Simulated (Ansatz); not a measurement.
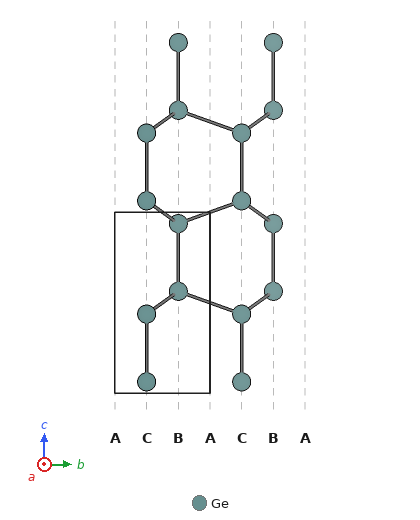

Projection along an edge of the hexagonal mesh, stacking direction c upwards. The dashed lines mark the three columns A (0, 0), B (1/3, 2/3) and C (2/3, 1/3). The sequence starts with the first layer at or above the cell's origin.

Ge. Coordinates: coordinates from a relaxation with DFT PBE, scalar-relativistic, plane waves, PAW in Ansatz.

Q: List the layers of one repeat.

A: Ge(C) – Ge(C) – Ge(B) – Ge(B) (four layers in 6.69 Å).
